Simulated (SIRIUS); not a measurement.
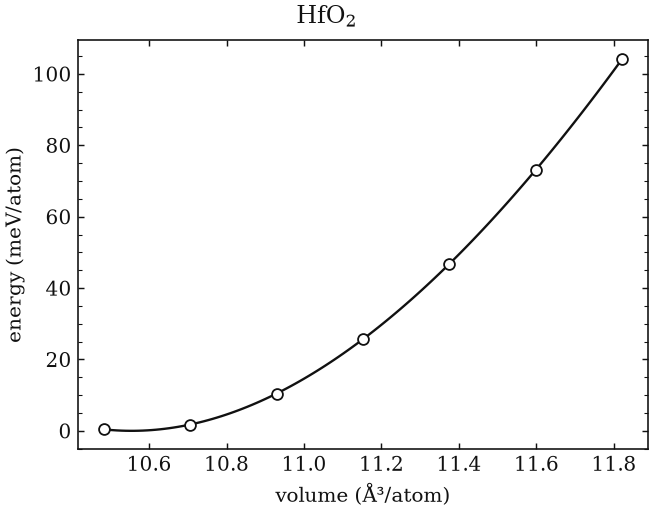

The picture above shows the energy against volume for HfO₂, space group Fm-3m (No. 225).

The given structure:
```
Hf O
1.0
     0.00000    2.55750    2.55750
     2.55750    0.00000    2.55750
     2.55750    2.55750    0.00000
Hf O
1 2
Direct
  0.00000 0.00000 0.00000
  0.75000 0.75000 0.75000
  0.25000 0.25000 0.25000
```

Calculation (SIRIUS 7.10.0): plane-wave DFT, no spin polarisation; energies at scaled volumes of the given cell, shape and fractions fixed, counted from the fit's minimum, third-order Birch-Murnaghan fit. Level: PBEsol.

- k mesh: 9×9×9
- occupations: Fermi–Dirac
- smearing width: 0.05 eV
- potentials: dojo sr pbesol 0.4.1 standard
- wave cutoff: 1152 eV
- density cutoff: 4606 eV

From this curve and the settings, what does the calculation give for the pressure at the same points?

The pressure falls from 1.82 GPa at volume 10.48 Å³/atom to −23.90 GPa at 11.82 Å³/atom, and changes sign near 10.56 Å³/atom.

```json
{"volume (Å³/atom)": "10.48", "pressure (GPa)": "1.82"}
{"volume (Å³/atom)": "10.71", "pressure (GPa)": "-3.74"}
{"volume (Å³/atom)": "10.93", "pressure (GPa)": "-8.72"}
{"volume (Å³/atom)": "11.15", "pressure (GPa)": "-13.16"}
{"volume (Å³/atom)": "11.38", "pressure (GPa)": "-17.15"}
{"volume (Å³/atom)": "11.60", "pressure (GPa)": "-20.72"}
{"volume (Å³/atom)": "11.82", "pressure (GPa)": "-23.90"}
```
